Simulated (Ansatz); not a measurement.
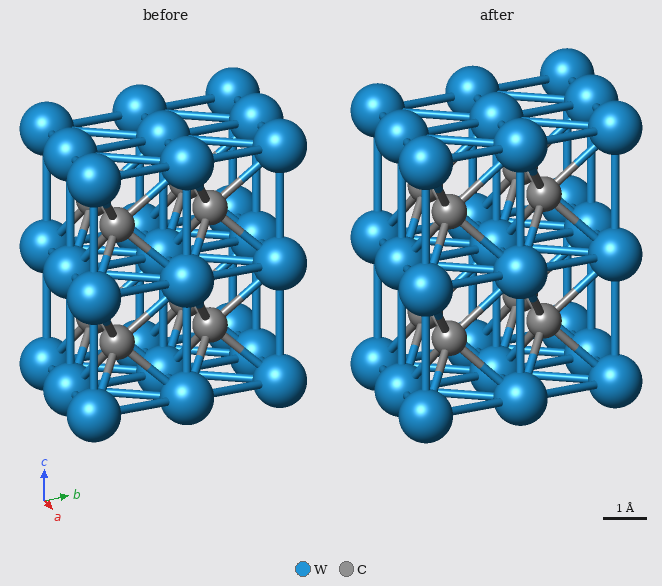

Left: a symmetric starting cell of WC. Right: the same structure after one change, at the same scale. The picture is a ball-and-stick view of the cell of the calculation, repeated 2 × 2 × 2 with one cell outlined, seen slightly off an axis.

These are results of Ansatz 0.2.0, DFT PBEsol, scalar-relativistic, plane waves, PAW, not measurements. (plane-wave cutoff 420 eV; k-point mesh 18 × 18 × 14; occupations gaussian; smearing width 0.1 eV; no spin polarisation)

Q: What distinguishes the right structure from the left one?

A: The cell is strained by +7.8 % along c and +1.8 % across it (volume +11.8 %), the atoms keeping their fractional coordinates. No relaxation follows. The starting cell wasn't computed here and needn't be at equilibrium, so pressure and forces aren't due to the change alone.

Q: How do the computed properties respond?

A: The pressure is −37.6 GPa (not all of it need come from the change, since the unchanged cell can be under pressure at this level too). The principal stresses (compression positive) are −62.7 GPa along c and −25.0 GPa across it. All forces vanish by symmetry. Near-neighbour distances before and after: W–W 2.829 → 3.051 Å, C–W 2.192 → 2.288 Å, W–W 2.901 → 2.954 Å. The space group stays P-6m2 (No. 187).
